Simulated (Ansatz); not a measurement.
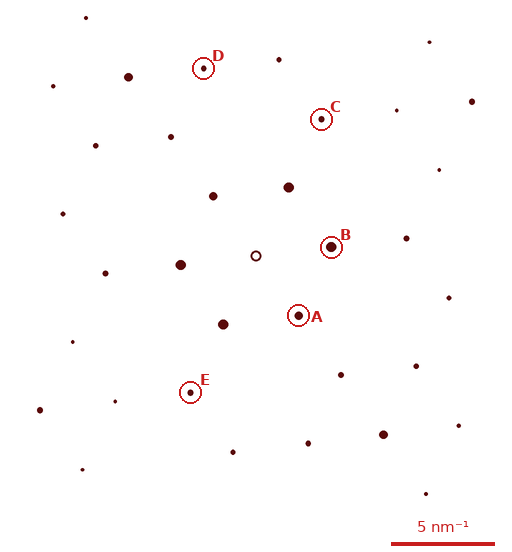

Kinematic zone-axis pattern, calculated for 300 keV electrons with B = 0.5 Å². The zone axis points towards the electron source and the pattern is seen from the source side.

The sample is MgO, space group P6_3mc (No. 186), a = 3.247 Å, c = 10.396 Å (hexagonal axes). Structure: the geometry relaxed with Ansatz, DFT r2SCAN, scalar-relativistic, plane waves, PAW; the starting structure was generated, so it need not be a known form of this composition.

```
Mg O
1.0
     3.24682    0.00000    0.00000
    -1.62341    2.81183    0.00000
     0.00000    0.00000   10.39617
Mg O
4 4
Cartesian
  1.6234 0.9373 10.3881
  0.0000 0.0000 2.5767
  0.0000 1.8746 5.1900
  0.0000 0.0000 7.7747
  1.6234 0.9373 1.9626
  0.0000 0.0000 4.5655
  0.0000 1.8746 7.1607
  0.0000 0.0000 9.7636
```

Spot A is indexed 0 -1 0 and spot B 1 -1 -1.

Question: Index the other marked spots.

Answer: C = −2A + 2B = 2 0 -2 (d = 1.357 Å). D = −3A + B = 1 2 -1 (d = 1.057 Å). E = 2A − 2B = -2 0 2 (d = 1.357 Å).

Question: Give [uvw].

Answer: The cross product of A and B is parallel to [101]; every spot obeys hu + kv + lw = 0.

Question: What are the spacings of A and B and the angle between them?

Answer: d(A) = 2.812 Å, d(B) = 2.714 Å, and the angle is 61.1°.
